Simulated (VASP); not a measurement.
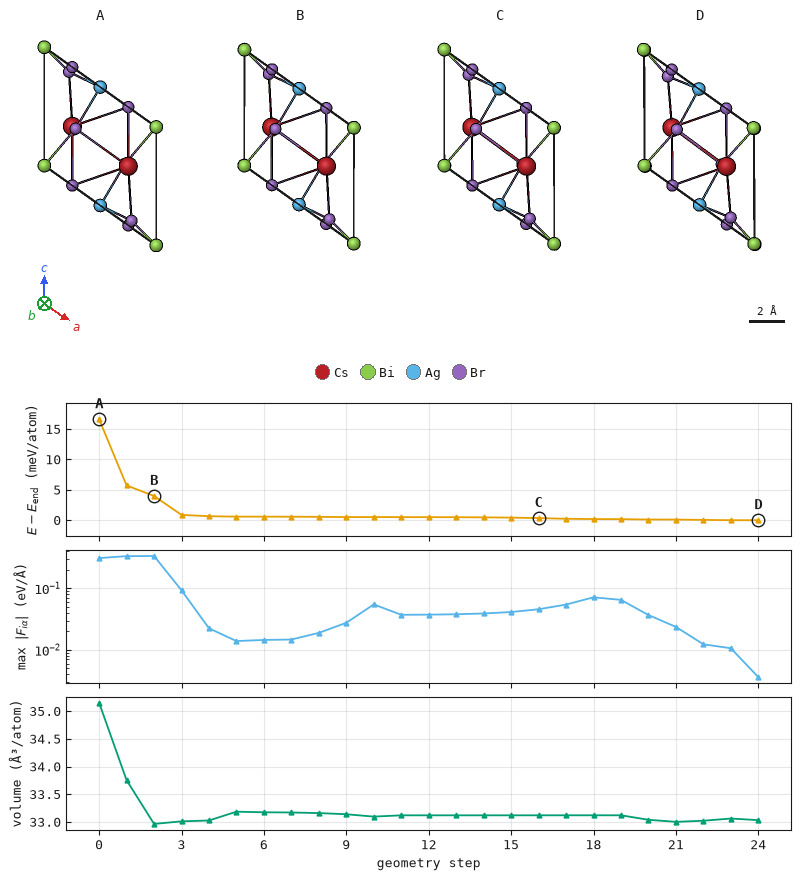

Frames of a relaxation of solid Cs2AgBiBr6 (a generated structure, set up in I4/m), marked on the history of the run. The picture is a ball-and-stick view of the cell of the calculation, seen along the b axis.

The run lets cell and atoms move.

These are results of Kohn-Sham DFT of a periodic cell, LDA, VASP PAW LDA potentials, recommended in VASP 6.6.1, not measurements.

Input file:
```
PREC = Accurate
ENCUT = 600
EDIFF = 1E-6
ISMEAR = 0
SIGMA = 0.03
LREAL = F
LASPH = T
NELM = 80
ALGO = Normal
ISIF = 3
LWAVE = F
LCHARG = F
IBRION = 2
NSW = 90
EDIFFG = -0.01
KPAR = 4
```

Run as
```bash
cat potpaw_LDA.64/Cs_sv/POTCAR potpaw_LDA.64/Bi_d/POTCAR potpaw_LDA.64/Ag/POTCAR potpaw_LDA.64/Br/POTCAR > POTCAR
mpirun -np 4 vasp_std > vasp.out
```

Question: Describe the path.

Answer: The energy falls by 16.6 meV per atom in 24 geometry steps. Largest force component: 0.31 eV/Å at the start, 0.0036 eV/Å at the end. The pressure goes from −1.27 to 0.01 GPa. The largest moves relative to the cell, 0.14 Å, are those of Br atoms. Cs and Bi and Ag stay in place. The volume changes by −6.0 %, with a = b = c 7.943 → 7.796 Å (−1.9 %), α 120.5° → 120.9°, β 120.5° → 120.9°, γ 89.1° → 88.4°. Among the contacts that change: Br–Cs 3.748 → 3.600 Å, Ag–Br 2.803 → 2.689 Å, Br–Cs 3.940 → 3.845 Å, Ag–Br 2.836 → 2.756 Å. Bond angles that change, for instance: Bi–Br–Ag 166.5° → 161.3°, Cs–Br–Cs 98.1° → 101.8°, Cs–Br–Cs 173.2° → 170.3°. The space group stays I4/m (No. 87). From step 0 to 2: Br atoms move most (0.03 Å), volume −6.2 %, energy −12.6 meV per atom. From step 2 to 16: Br atoms move most (0.05 Å), volume +0.5 %, energy −3.6 meV per atom. From step 16 to 24: Br atoms move most (0.08 Å), volume −0.3 %, energy −0.4 meV per atom.

```tsv
step	E − E(0), meV/atom	largest force component, eV/Å	pressure, GPa	volume, Å³/atom
0	0.00	0.3112	-1.27	35.151
1	-10.89	0.3347	-0.26	33.755
2	-12.62	0.3361	0.46	32.966
3	-15.74	0.0932	0.21	33.012
4	-15.95	0.0225	0.14	33.028
5	-16.02	0.0139	-0.02	33.186
6	-16.03	0.0145	-0.01	33.176
7	-16.04	0.0148	-0.01	33.172
8	-16.06	0.0189	0.00	33.161
9	-16.10	0.0276	0.02	33.140
10	-16.09	0.0549	0.05	33.097
11	-16.10	0.0373	0.03	33.121
12	-16.11	0.0375	0.03	33.121
13	-16.12	0.0380	0.03	33.121
14	-16.14	0.0391	0.02	33.121
15	-16.18	0.0413	0.02	33.121
16	-16.26	0.0459	0.00	33.121
17	-16.38	0.0546	-0.02	33.121
18	-16.42	0.0717	-0.08	33.121
19	-16.44	0.0652	-0.06	33.121
20	-16.50	0.0369	0.02	33.040
21	-16.51	0.0237	0.05	33.003
22	-16.56	0.0124	0.03	33.023
23	-16.61	0.0107	-0.02	33.063
24	-16.61	0.0036	0.01	33.034
```
